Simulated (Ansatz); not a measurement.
# PtTe2: geometry relaxation (part 2 of 2)

Continued. System: PtTe2 (3 atoms in the cell). Method: DFT, r2SCAN+rVV10, plane waves, PAW, no spin polarisation (Ansatz 0.2.0); cutoff 500 eV, 6×6×4 k-mesh, Fermi–Dirac smearing of 0.02 eV. The structure was built on a prototype by a generator. The geometry comes from this level: pbe-d3bj.

Geometry of the input (Å; fractional positions):
```
4.0482  0.0000  0.0000
-2.0241  3.5059  0.0000
0.0000  0.0000  5.1370
Pt 0.0000  0.0000  0.0000
Te 0.3333  0.6667  0.2648
Te 0.6667  0.3333  0.7352
```

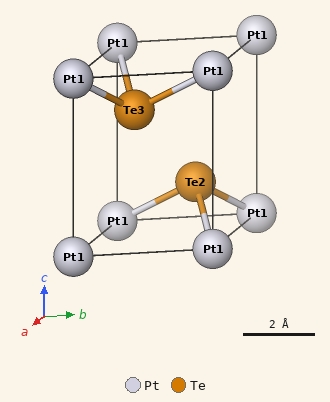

Fig. 1: The geometry at step 3 of the log (ball-and-stick view of the cell of the calculation, seen slightly off an axis; atoms are numbered from 1 in the order of the input).

What the program printed, continued
```
relax step   6: F+E_penalty+E_count = -26520.76158158 eV  Δ(F+E_penalty+E_count) = -4.736e-4 eV  max|allowed force component| = 3.318e-3 eV/Å  Δτ_max = 0.0000 Å  P = +0.032 GPa  Ω = 74.962 Å³  stress off target by 5.56e-2 GPa  SCF on the basis re-selected at this cell (its energy is not comparable with the rows above)  (6 SCF iters)
basis re-selected at this cell: Δ(F+E_penalty+E_count) = -4.736e-4 eV, ΔP = +0.005 GPa vs the last step (what re-selecting the basis moved, of the pressure what is left beyond the Pulay correction that the steps carried, after the strain that the cell walked since its last selection, with what the two solves' SCF thresholds leave and, on support functions, any second-order correction that the steps lacked; it is no measure of the basis error at this ecutwfc). This SCF's stress stands 5.56e-2 GPa from its target on what of the cell is left free (relax.cell.stress_tol is 5.00e-2 GPa) and its largest allowed force component is 3.32e-3 eV/Å (relax.f_tol is 5.00e-3 eV/Å): not within both, so this SCF does not close the relaxation
Crystal: 3 atoms, lattice volume = 75.002 Å³
rVV10 density: all electrons in the spheres
iter 1 solved again at ethr=2.12e-9 eV; its pass at ethr=3.10e-3 eV (dr2=1.06e-6 eV) is discarded
SCF iter   1: F=—  HF=-26520.761553 eV  |F-HF|=—  |Δ(HF+E_count)|=         —  Δρ=4.32e-5  dr2=9.67e-7  dr2_τ=3.20e-5  ethr=2.12e-9  ⟨swp⟩=3.2  Hψ=4070  notcnv=0
preconditioner: auto → LDOS  [insulator: Δε(μ)=0.144 eV  Ē_g=9.396 eV  σ=0.020 eV  W_gap=0.83  n_scr=22 (ndim 8)  ℏωp=20.1 eV  f_vac=0.015  D(μ)=0.59/eV (n_scr^D=2)  ε∞_Penn≈5.6  β→1.0]
SCF iter   2: F=—  HF=-26520.761582 eV  |F-HF|=—  |Δ(HF+E_count)|=   2.99e-5  Δρ=2.84e-5  dr2=6.04e-7  dr2_τ=6.41e-8  ethr=1.93e-9  ⟨swp⟩=2.8  Hψ=1377  notcnv=0
SCF iter   3: F=—  HF=-26520.761582 eV  |F-HF|=—  |Δ(HF+E_count)|=   1.16e-7  Δρ=9.52e-6  dr2=6.80e-8  dr2_τ=7.99e-9  ethr=1.21e-9  ⟨swp⟩=2.0  Hψ=1244  notcnv=0
SCF iter   4: F=—  HF=-26520.761582 eV  |F-HF|=—  |Δ(HF+E_count)|=   1.25e-8  Δρ=3.40e-6  dr2=1.39e-8  dr2_τ=3.45e-9  ethr=1.36e-10  ⟨swp⟩=2.0  Hψ=925  notcnv=0
SCF iter   5: F=-26520.761582 eV  HF=-26520.761582 eV  |F-HF|=2.40e-10  |Δ(HF+E_count)|=   1.76e-9  Δρ=7.22e-7  dr2=3.66e-10  dr2_τ=2.39e-11  ethr=1.54e-11  ⟨swp⟩=4.9  Hψ=2615  notcnv=0
SCF 7 converged in 5 iterations: F = -26520.761582 eV  dr2 = 3.66e-10
relax step   7: F+E_penalty+E_count = -26520.76158234 eV  Δ(F+E_penalty+E_count) = -7.609e-7 eV  max|allowed force component| = 4.633e-4 eV/Å  Δτ_max = 0.0003 Å  P = +0.003 GPa  Ω = 75.002 Å³  energy of the carried Pulay correction = -7.429e-6 eV  (5 SCF iters, dr2 threshold 7.72e-9 eV, accepted)
rVV10 density: all electrons in the spheres
iter 1 solved again at ethr=8.95e-8 eV; its pass at ethr=3.10e-3 eV (dr2=4.47e-5 eV) is discarded
SCF iter   1: F=—  HF=-26520.761588 eV  |F-HF|=—  |Δ(HF+E_count)|=         —  Δρ=2.09e-6  dr2=6.96e-10  dr2_τ=2.01e-9  ethr=8.95e-8  ⟨swp⟩=3.9  Hψ=5058  notcnv=0
eigensolver tolerance schedule: the retry pair's looser diagonalisation over-reported the residual by 64288.78 of it (diagonalisation noise at an unbounded share of the residual, at the tolerance the schedule requests for it); recorded, not acted on — ethr = c·dr2/N_el stays at c = 1.0e-1
SCF iter   2: F=—  HF=-26520.761593 eV  |F-HF|=—  |Δ(HF+E_count)|=   4.56e-6  Δρ=1.16e-6  dr2=1.11e-9  dr2_τ=1.81e-10  ethr=1.39e-12  ⟨swp⟩=4.0  Hψ=2082  notcnv=0
SCF iter   3: F=-26520.761593 eV  HF=-26520.761593 eV  |F-HF|=1.82e-11  |Δ(HF+E_count)|=  3.57e-10  Δρ=2.69e-7  dr2=1.91e-11  dr2_τ=8.78e-12  ethr=1.00e-12  ⟨swp⟩=5.0  Hψ=4037  notcnv=0
SCF 8 converged in 3 iterations: F = -26520.761593 eV  dr2 = 1.91e-11
relax step   8: F+E_penalty+E_count = -26520.76159289 eV  Δ(F+E_penalty+E_count) = -1.055e-5 eV  max|allowed force component| = 4.679e-4 eV/Å  Δτ_max = 0.0000 Å  P = +0.003 GPa  Ω = 75.002 Å³  stress off target by 2.97e-3 GPa  SCF on the basis re-selected at this cell (its energy is not comparable with the rows above)  (3 SCF iters)
```

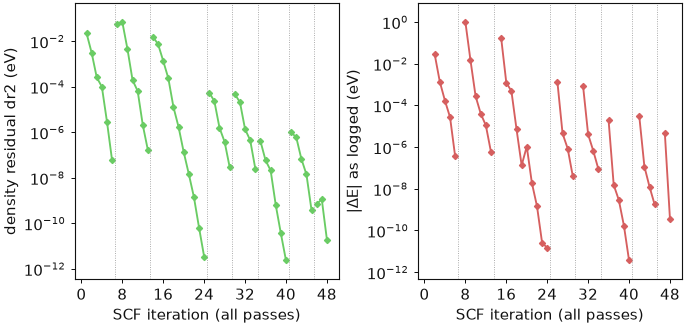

Fig. 2: Convergence of the self-consistent field: density residual dr2 and size of the energy change against the SCF iteration. The dotted lines part the SCF passes of the relaxation: geometry steps, rejected trials and re-solves on a re-selected basis. The 8 passes take 3 to 11 iterations each, 48 in all.

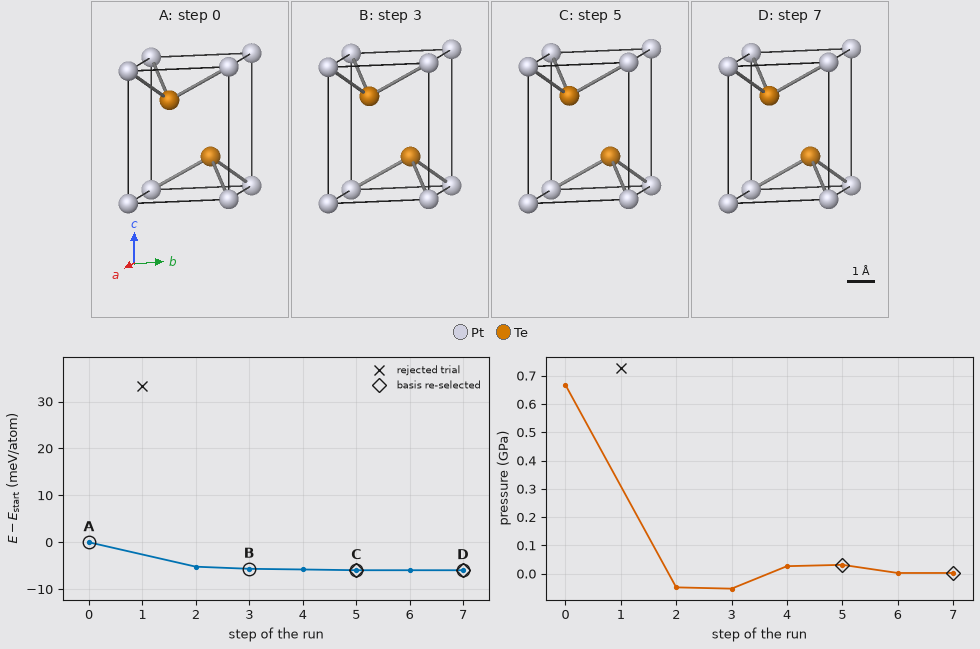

Fig. 3: Frames of the relaxation (ball-and-stick view of the cell of the calculation, seen slightly off an axis) above the curves, on which the letters mark them (the first geometry is step 0 here and step 1 in the log).

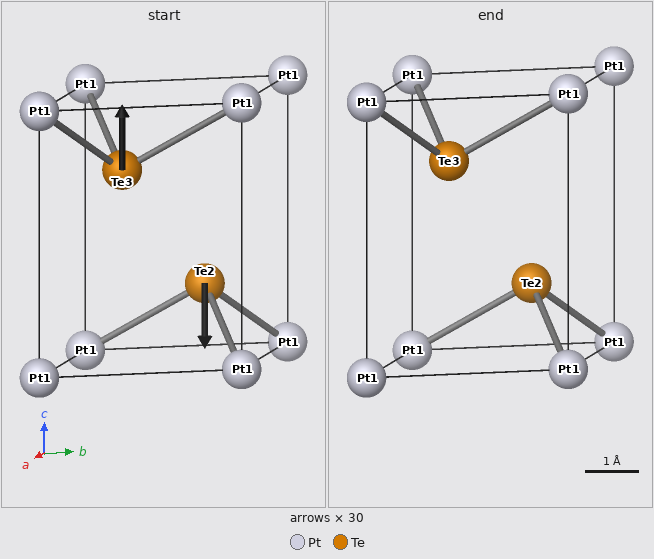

Fig. 4: Before (left) and after (right) the relaxation, at one scale (ball-and-stick view of the cell of the calculation, seen slightly off an axis). The black arrows give the displacements (without the part carried along by the change of the cell), magnified 30 times. The largest moves relative to the cell, 0.042 Å, are those of Te2 and Te3. Pt stays in place. The volume changes by +2.9 %, with a = b 4.048 → 4.038 Å (−0.2 %), c 5.137 → 5.311 Å (+3.4 %). The space group stays P-3m1 (No. 164). The energy falls by 5.9 meV per atom in 5 geometry steps. The largest force component goes from 0.19 to 0.00047 eV/Å. Pressure: 0.67 GPa at the start and 0.00 GPa at the end. The line search rejected the trial step at point 1 (counted from 0) and went back. The basis was re-selected once at an unchanged geometry, which shifts the energy a little without any move. The energy change given includes the shifts at the re-selections in mid-walk, which come without any move. A last SCF at the same geometry on a re-selected plane-wave basis shifts the energy by next to nothing (0.0 meV per atom). (Atoms are counted from 1 in the order of the input.)

```
basis re-selected at this cell: Δ(F+E_penalty+E_count) = -1.055e-5 eV, ΔP = +0.000 GPa vs the last step (what re-selecting the basis moved, of the pressure what is left beyond the Pulay correction that the steps carried, after the strain that the cell walked since its last selection, with what the two solves' SCF thresholds leave and, on support functions, any second-order correction that the steps lacked; it is no measure of the basis error at this ecutwfc). This SCF's stress stands 2.97e-3 GPa from its target on what of the cell is left free (relax.cell.stress_tol is 5.00e-2 GPa) and its largest allowed force component is 4.68e-4 eV/Å (relax.f_tol is 5.00e-3 eV/Å): within both
SCF converged after 3 iterations
Free energy (F): -26520.761593 eV
Harris-Foulkes:  -26520.761593 eV  (|F-HF|=1.82e-11)
Internal energy: -26520.760802 eV  (E = F + TS)
E sigma→0 (E₀):  -26520.761198 eV
Entropy (-TS):   -0.000791 eV (-0.264 meV/atom)
Fermi energy:    13.241245 eV
--- Per-component energies (eV) ---
  E_band       = -761.393965
  E_kinetic    = 999.609464
  E_local      = -4584.290957  (includes V_loc(G=0)·N_el)
  E_nonlocal   = -419.966368
  E_hartree    = 2425.507554
  E_xc         = -474.478849
  E_vxc        = -561.740554  (∫ρ·V_xc dr)
  E_paw        = -18853.214476  (= ΣΔE_a)
  E_vpaw       = -1081.425219  (= ΣTr[D̂ρ^β])
  E_aug_tail   = 0.000152  (compensation charges beyond the density's cutoff)
  E_vtau       = 35.404229  (kinetic-family band-sum trace: ∫τ·v_τ [+ j·A + Jᵃ·Aᵃ] dr)
  E_ewald      = -5614.265538
  E_core_change = 0.338216  (= ΣΔE_core)
  E_smearing   = -0.000791  (= −TS)
  E_closure    = -0.000000  (closes the sum)
  Σ components = -26520.761593   (vs F -26520.761593, Δ=0.00e0)
--- Forces (eV/Å), atoms counted from 1 ---
  atom   1  Pt     0.00000000     0.00000000     0.00000000
  atom   2  Te     0.00000000    -0.00000000    -0.00046795
  atom   3  Te     0.00000000     0.00000000     0.00046795
  max |Σ_I F_I| component: 1.73e-18 eV/Å
--- Stress (GPa, compression-positive) ---
        0.002703      -0.000000      -0.000000
       -0.000000       0.002703      -0.000000
        0.000000      -0.000000       0.002966
  P = ⅓ Tr σ = 0.0028 GPa (0.028 kbar)
--- Relaxed structure (6 steps of the walk, 5 accepted, 2 SCFs on fresh bases) ---
  F+E_penalty+E_count = -26520.76159289 eV   max|allowed force component| = 4.679e-4 eV/Å   (the final SCF, on the basis selected at the relaxed cell)
  cell:  # Å, volume = 75.0023 Å³
    - [4.0381770484932025, 1.990719524513169e-33, 1.6283777173259175e-17]
    - [-2.0190885242466012, 3.4971639089743785, -8.141888586629588e-18]
    - [2.0663406484317856e-17, 1.7761898498851094e-34, 5.310961573247526]
  atoms:
    - { symbol: Pt, position: [8.660176824970157e-36, 1.831149224132725e-35, 1.75880380695802e-21] }
    - { symbol: Te, position: [0.3333333333333333, 0.6666666666666666, 0.25684632562179444] }
    - { symbol: Te, position: [0.6666666666666666, 0.3333333333333333, 0.7431536743782056] }
```

Trajectory as extended XYZ (Å, eV, eV/Å), 8 frames, from step=1 to step=8
```
3
Lattice="4.0482 0.0000 0.0000 -2.0241 3.5059 0.0000 0.0000 0.0000 5.1370" Properties=species:S:1:pos:R:3:forces:R:3 step=1 energy=-26520.74373 pressure_GPa=0.67
Pt    0.0000    0.0000    0.0000    0.0000   0.0000   0.0000
Te    0.0000    2.3372    1.3603    0.0000   0.0000  -0.1937
Te    2.0241    1.1686    3.7767    0.0000   0.0000   0.1937
3
Lattice="4.1042 0.0000 0.0000 -2.0521 3.5543 0.0000 0.0000 0.0000 5.3877" Properties=species:S:1:pos:R:3:forces:R:3 step=2 energy=-26520.64380 pressure_GPa=0.73 accepted=F
Pt    0.0000    0.0000    0.0000    0.0000   0.0000   0.0000
Te    0.0000    2.3695    1.2609    0.0000   0.0000   0.9549
Te    2.0521    1.1848    4.1267    0.0000   0.0000  -0.9549
3
Lattice="4.0534 0.0000 0.0000 -2.0267 3.5103 0.0000 0.0000 0.0000 5.2573" Properties=species:S:1:pos:R:3:forces:R:3 step=3 energy=-26520.75933 pressure_GPa=-0.05
Pt    0.0000    0.0000    0.0000    0.0000   0.0000   0.0000
Te    0.0000    2.3402    1.3509    0.0000   0.0000   0.0473
Te    2.0267    1.1701    3.9064    0.0000   0.0000  -0.0473
3
Lattice="4.0461 0.0000 0.0000 -2.0230 3.5040 0.0000 0.0000 0.0000 5.2845" Properties=species:S:1:pos:R:3:forces:R:3 step=4 energy=-26520.76068 pressure_GPa=-0.05
Pt    0.0000    0.0000    0.0000    0.0000   0.0000   0.0000
Te    0.0000    2.3360    1.3577    0.0000   0.0000   0.0205
Te    2.0230    1.1680    3.9268    0.0000   0.0000  -0.0205
3
Lattice="4.0385 0.0000 0.0000 -2.0193 3.4975 0.0000 0.0000 0.0000 5.3071" Properties=species:S:1:pos:R:3:forces:R:3 step=5 energy=-26520.76111 pressure_GPa=0.03
Pt    0.0000    0.0000    0.0000    0.0000   0.0000   0.0000
Te    0.0000    2.3317    1.3634    0.0000   0.0000   0.0034
Te    2.0193    1.1658    3.9437    0.0000   0.0000  -0.0034
3
Lattice="4.0385 0.0000 0.0000 -2.0193 3.4975 0.0000 0.0000 0.0000 5.3071" Properties=species:S:1:pos:R:3:forces:R:3 step=6 energy=-26520.76158 pressure_GPa=0.03
Pt    0.0000    0.0000    0.0000    0.0000   0.0000   0.0000
Te    0.0000    2.3317    1.3634    0.0000   0.0000   0.0033
Te    2.0193    1.1658    3.9437    0.0000   0.0000  -0.0033
3
Lattice="4.0382 0.0000 0.0000 -2.0191 3.4972 0.0000 0.0000 0.0000 5.3110" Properties=species:S:1:pos:R:3:forces:R:3 step=7 energy=-26520.76158 pressure_GPa=0.00
Pt    0.0000    0.0000    0.0000    0.0000   0.0000   0.0000
Te    0.0000    2.3314    1.3641    0.0000   0.0000  -0.0005
Te    2.0191    1.1657    3.9469    0.0000   0.0000   0.0005
3
Lattice="4.0382 0.0000 0.0000 -2.0191 3.4972 0.0000 0.0000 0.0000 5.3110" Properties=species:S:1:pos:R:3:forces:R:3 step=8 energy=-26520.76159 pressure_GPa=0.00
Pt    0.0000    0.0000    0.0000    0.0000   0.0000   0.0000
Te    0.0000    2.3314    1.3641    0.0000   0.0000  -0.0005
Te    2.0191    1.1657    3.9469    0.0000   0.0000   0.0005
```

Results in brief

```tsv
quantity	value
outcome	converged
space group (tolerance 0.01 Å)	P-3m1 (164)
electrons treated	50
free energy	−26520.7616 eV
Fermi energy	13.241 eV
pressure	0.00 GPa
final volume	75.00 Å³
largest force (length of the vector) at the end	under 0.001 eV/Å
final cell	a = 4.038 Å, b = 4.038 Å, c = 5.311 Å, α = 90.00°, β = 90.00°, γ = 120.00°
hardware	2 threads of Arm Neoverse V1, 24 GiB of memory available, shared host
wall time	49 s (CPU time 97 s)
peak memory	0.61 GiB
```

Notes

Spin–orbit coupling is left out, which matters for Pt.
